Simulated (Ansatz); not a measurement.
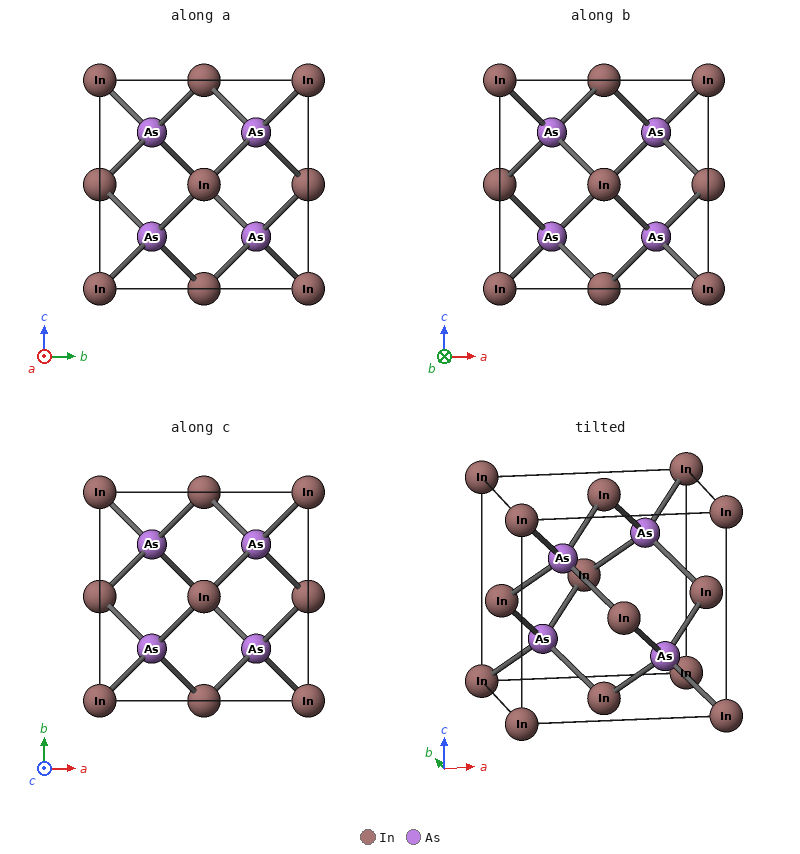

A ball-and-stick rendering, viewed along the a axis, along the b axis, along the c axis and slightly off an axis. Atoms at the boundary of the conventional unit cell (the box) are drawn once for each face, edge or corner they touch.

Lattice parameters: a = 6.2314 Å, b = 6.2314 Å, c = 6.2314 Å, α = 90.000°, β = 90.000°, γ = 90.000°.

Transcribe the picture into a CIF with its space group and independent sites.

```cif
data_structure
_symmetry_space_group_name_H-M 'F -4 3 m'
_symmetry_Int_Tables_number 216
_cell_length_a 6.2314
_cell_length_b 6.2314
_cell_length_c 6.2314
_cell_angle_alpha 90.000
_cell_angle_beta 90.000
_cell_angle_gamma 90.000
_cell_volume 241.96
loop_
_atom_site_label
_atom_site_type_symbol
_atom_site_symmetry_multiplicity
_atom_site_Wyckoff_symbol
_atom_site_fract_x
_atom_site_fract_y
_atom_site_fract_z
_atom_site_occupancy
In1 In 4 a 0.0000 0.0000 0.0000 1
As1 As 4 d 0.2500 0.2500 0.7500 1
```

The model was built from a structure type filled with these elements by a generator (whether the compound takes this form wasn't checked). The cell was then strained or its atoms displaced on purpose. It was run through Ansatz as a DFT input.
